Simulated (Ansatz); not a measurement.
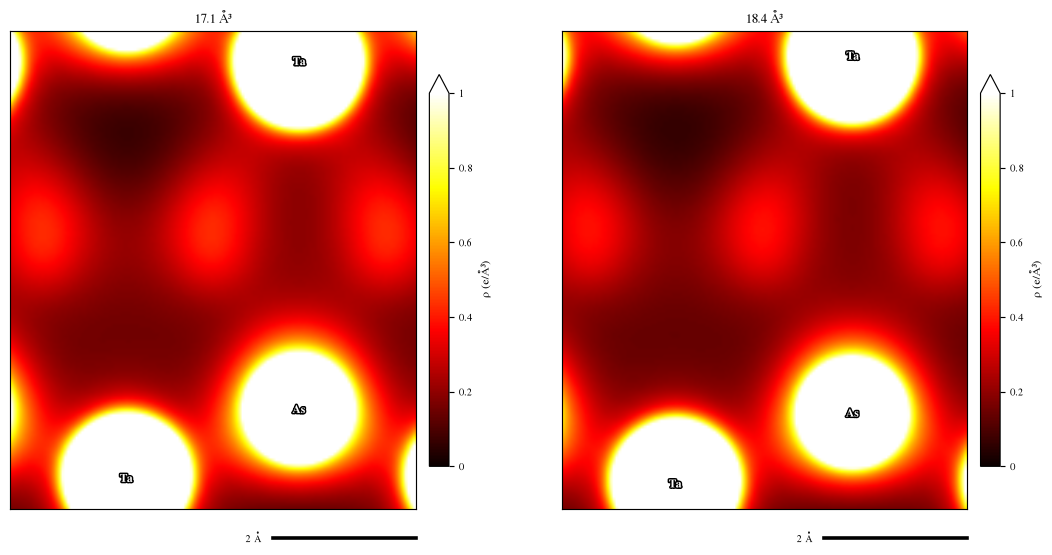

TaAs. The valence electron density of cells scaled evenly to different volumes (given per atom above each panel), on the (001) plane of each (indices in the axes of the cell below), at one length scale and on one colour scale.

A structure from a database of computed crystals, not necessarily the ambient phase.

All numbers below come from Kohn-Sham DFT of a periodic cell, PBEsol, Ansatz PAW (Ansatz).

In a PAW calculation such maps are meaningful between the atoms, not at the nuclei.

The largest cell:

```
CELL_PARAMETERS angstrom
-3.51117 3.51117 0.00000
1.75558 -1.75558 5.98303
0.00000 3.51117 0.00000
ATOMIC_POSITIONS crystal
Ta 0.49997 0.99993 0.00000
Ta 0.74997 0.49993 0.50000
As 0.08263 0.16526 0.00000
As 0.33263 0.66526 0.50000
```

| volume (Å³/atom) | Ta–As contact in the plane (Å) | ρ at its midpoint (e/Å³) | pressure (GPa) | 
| --- | --- | --- | --- |
| 17.05 | 2.604 | 0.429 | −0.1 | 
| 17.40 | 2.621 | ? | ? | 
| 18.44 | 2.673 | 0.385 | −12.8 | 

Question: What values belong in the row with question marks?

Answer: Over the known rows ln ρ falls by 1.57 per Å of Ta–As distance (the line through the two), which gives 0.418 e/Å³ at 2.621 Å; the calculation gives 0.417 e/Å³. For the pressure, a straight line in volume between the neighbouring rows gives −3.3 GPa; the calculation gives −3.8, lower because pressure rises ever faster on compression.
